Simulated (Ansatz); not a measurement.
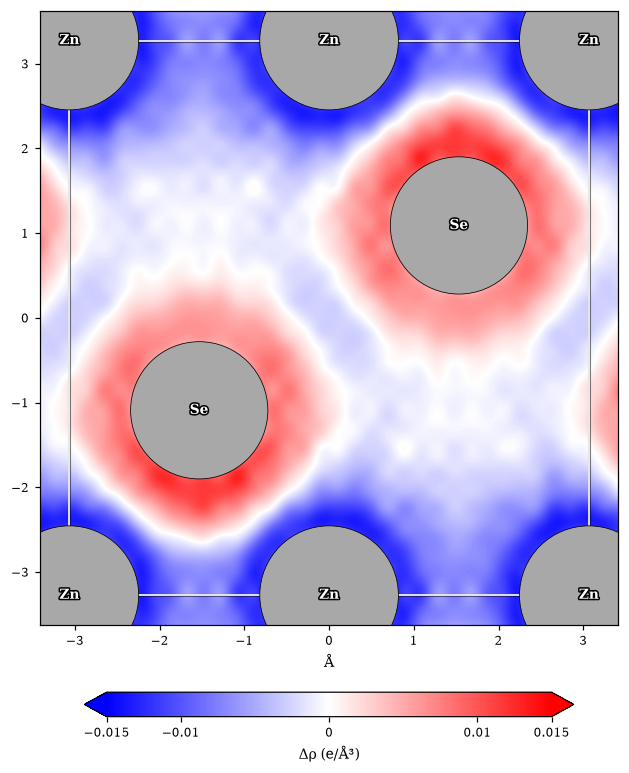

ZnSe. Difference of the valence pseudo-densities of two functionals at the same geometry, on the (110) plane of the calculation cell: one of PBE and r2SCAN less the other.

Space group P6₃/mmc; started from the NiAs prototype, which need not be the ambient phase.

Both computed with Ansatz (plane waves, PAW), on the same k-point mesh. Grey discs cover the atomic cores.

**Which was subtracted from which, and what does the map show?**

It is r2SCAN less PBE. Against PBE, r2SCAN gives less density around Zn (−0.012 e/Å³ on average at 1.0 Å from the nucleus) and more density around Se (+0.009 e/Å³ on average at 1.0 Å from the nucleus).
